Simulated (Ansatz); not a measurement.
## PbSe: 7 runs along one coordinate

System: PbSe (Fm-3m, 2 atoms in the cell).
Method: Kohn-Sham DFT of a periodic cell, LDA, all-electron LAPW, scalar-relativistic, no spin polarisation (Ansatz 0.2.0).

The 7 runs differ only in the geometry, by an even scaling of the cell at fixed fractional positions. The structure derives from an entry of the Crystallography Open Database.

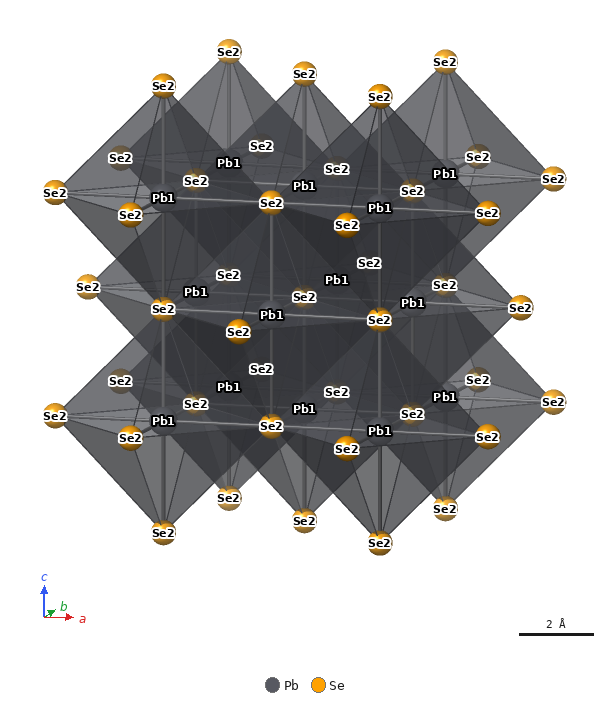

Figure 1. The structure of run 4 (polyhedral view of the cell 4 times as large as that of the calculation, set on its symmetry axes, seen slightly off an axis; polyhedra are completed across the faces of the cell; atoms are numbered from 1 in the order of the input).

## Input of run 4
```yaml
crystal:
  lattice:
    - [0.0, 3.06065, 3.06065]
    - [3.06065, 0.0, 3.06065]
    - [3.06065, 3.06065, 0.0]
  atoms:
    - { symbol: Pb, position: [0.0, 0.0, 0.0] }
    - { symbol: Se, position: [0.5, 0.5, 0.5] }
kpoints:
  mp_grid: { grid: [8, 8, 8] }
scf:
  occupations: { method: fermi_dirac, width: 0.05 }
hamiltonian:
  xc: lda
  pseudopotentials: { kind: all_electron, lapw: { basis_error: 0.001 } }
output:
  forces: true
  stress: true
  eigenvalues: true
```

Command:
```bash
ansatz run input.yaml --threads 1 --pin off --max-ram 3072MiB --backend cpu --events-out ev --progress --plain --runs-dir out
```

Lattice vectors (Å) and fractional positions of run 4:
```
   0.000000    3.060650    3.060650
   3.060650    0.000000    3.060650
   3.060650    3.060650    0.000000
Pb  0.000000  0.000000  0.000000
Se  0.500000  0.500000  0.500000
```

Run 2 differs from it as follows:
```diff
-    - [0.0, 3.06065, 3.06065]
-    - [3.06065, 0.0, 3.06065]
-    - [3.06065, 3.06065, 0.0]
+    - [0.0, 3.0192847941, 3.0192847941]
+    - [3.0192847941, 0.0, 3.0192847941]
+    - [3.0192847941, 3.0192847941, 0.0]
```

## Results, with one run withheld

```csv
run,volume per atom (Å³),"free energy per atom, from the lowest run given (meV)",pressure (GPa),gap on the mesh (eV)
1,26.951,0.34,1.29,0.04
2,27.524,?,?,?
3,28.097,0.00,−1.10,0.11
4,28.671,5.81,−2.12,0.18
5,29.244,15.08,−3.04,0.24
6,29.818,27.45,−3.86,0.30
7,30.391,42.59,−4.59,0.35
```

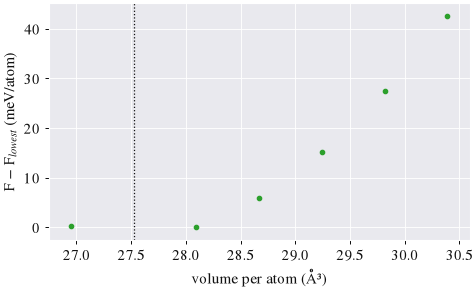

Figure 2. Free energy per atom of the runs given; the dotted line marks run 2.

Fit the runs given and predict run 2.

A cubic polynomial in V^(−2/3) (the Birch–Murnaghan form), fitted to the 6 runs given, misses them by at most 0.01 meV per atom. With x = V^(−2/3) − 0.10637 Å⁻², it reads F = 7.983 − 6036.8 x + 9.1256e+05 x² + 8.3561e+05 x³ (meV per atom). At run 2 it gives −1.97 meV per atom, and the run itself gives −1.97. The slope of the fit gives a pressure −dF/dV of 0.03 GPa there, and the run prints 0.03 GPa. The fit has its minimum at 27.537 Å³ per atom, where V d²F/dV² gives 57.3 GPa: the bulk modulus at this level, since symmetry fixes the shape and the positions. The gap on the mesh goes, without turning, from 0.04 eV in run 1 to 0.35 eV in run 7; run 2 has 0.04 eV. These are gaps of this functional on this mesh, which can miss the band edges; they aren't the measured gap.

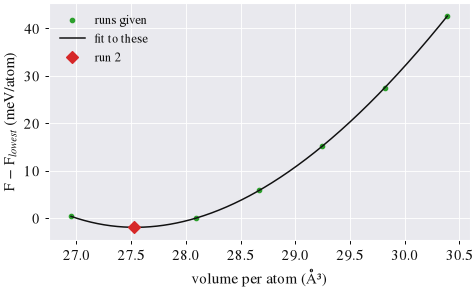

Figure 3. The fit and the withheld run.

## Output, shortened to warnings, some set-up lines, iterations and results (run 2)
```
Basis set: ecut = 194.73243246420589 eV, 331 PW (Γ), exchange–correlation at level 2
Symmetry: 48 space group operations
k-points: 29 of 512
Initial density: superposition of atomic densities (chi_scale 0.1, normalization cell, long waves kept (reshape's long-wave potential 0.00 eV rms))
[...]
SCF iter   1: F=—  HF=-633804.030506 eV  |F-HF|=—  |Δ(HF+E_count)|=         —  Δρ=2.36e-2  dr2=7.10e-1  ethr=1.18e-3  ⟨swp⟩=2.0  Hψ=6418  notcnv=0
SCF iter   2: F=—  HF=-633803.805089 eV  |F-HF|=—  |Δ(HF+E_count)|=   2.25e-1  Δρ=5.50e-3  dr2=1.98e-2  ethr=3.30e-5  ⟨swp⟩=2.0  Hψ=5446  notcnv=0
SCF iter   3: F=—  HF=-633803.771329 eV  |F-HF|=—  |Δ(HF+E_count)|=   3.38e-2  Δρ=3.12e-3  dr2=8.84e-3  ethr=3.30e-5  ⟨swp⟩=2.3  Hψ=3270  notcnv=0
SCF iter   4: F=—  HF=-633803.769956 eV  |F-HF|=—  |Δ(HF+E_count)|=   1.37e-3  Δρ=7.51e-4  dr2=3.88e-4  ethr=1.47e-5  ⟨swp⟩=2.0  Hψ=3104  notcnv=0
SCF iter   5: F=—  HF=-633803.769859 eV  |F-HF|=—  |Δ(HF+E_count)|=   9.70e-5  Δρ=8.17e-5  dr2=3.08e-6  ethr=6.47e-7  ⟨swp⟩=2.0  Hψ=3104  notcnv=0
SCF iter   6: F=—  HF=-633803.769859 eV  |F-HF|=—  |Δ(HF+E_count)|=   1.11e-7  Δρ=1.38e-5  dr2=1.90e-7  ethr=5.13e-9  ⟨swp⟩=2.0  Hψ=3105  notcnv=0
SCF iter   7: F=-633803.769859 eV  HF=-633803.769859 eV  |F-HF|=1.85e-8  |Δ(HF+E_count)|=   1.34e-7  Δρ=4.66e-6  dr2=2.45e-8  ethr=3.17e-10  ⟨swp⟩=2.0  Hψ=3104  notcnv=0
SCF 1 converged in 7 iterations: F = -633803.769859 eV  dr2 = 2.45e-8
SCF converged after 7 iterations
Free energy (F): -633803.769859 eV
Harris-Foulkes:  -633803.769859 eV  (|F-HF|=1.85e-8)
Internal energy: -633803.768806 eV  (E = F + TS)
E sigma→0 (E₀):  -633803.769333 eV
Entropy (-TS):   -0.001052 eV (-0.526 meV/atom)
Fermi energy:    12.245756 eV
--- Per-component energies (eV) ---
  E_band       = -3832.000062
  E_kinetic    = 722015.523223
  E_xc         = -12582.860321
  E_electrostatic = -1343236.431709  (all electrons and nuclei)
  E_smearing   = -0.001052  (= −TS)
  E_closure    = 0.000000  (closes the sum)
  E_atoms      = -633794.310005  (free atoms, spherical and without spin; not in F)
  Σ components = -633803.769859   (vs F -633803.769859, Δ=0.00e0)
  Basis errors (estimates in eV, not in F): energy 3.3e-4 per atom: plane waves 3.1e-4 (1.7e-4 summed), levels above the bands 5.9e-71, relativity 4.5e-9, radial functions 1.2e-5, core shells 2.3e-8; eigenvalues (radial functions only) 4.2e-6; not estimated: angular momenta, meshes, grids; target …
--- Forces (eV/Å), atoms counted from 1 ---
  atom   1  Pb    -0.00000000     0.00000000     0.00000000
  atom   2  Se     0.00000000    -0.00000000    -0.00000000
  max |Σ_I F_I| component: 1.39e-30 eV/Å
--- Stress (GPa, compression-positive) ---
        0.027531       0.000000       0.000000
        0.000000       0.027531       0.000000
        0.000000       0.000000       0.027531
  P = ⅓ Tr σ = 0.0275 GPa (0.275 kbar)
```

Notes: Spin–orbit coupling is left out, which matters for Pb.
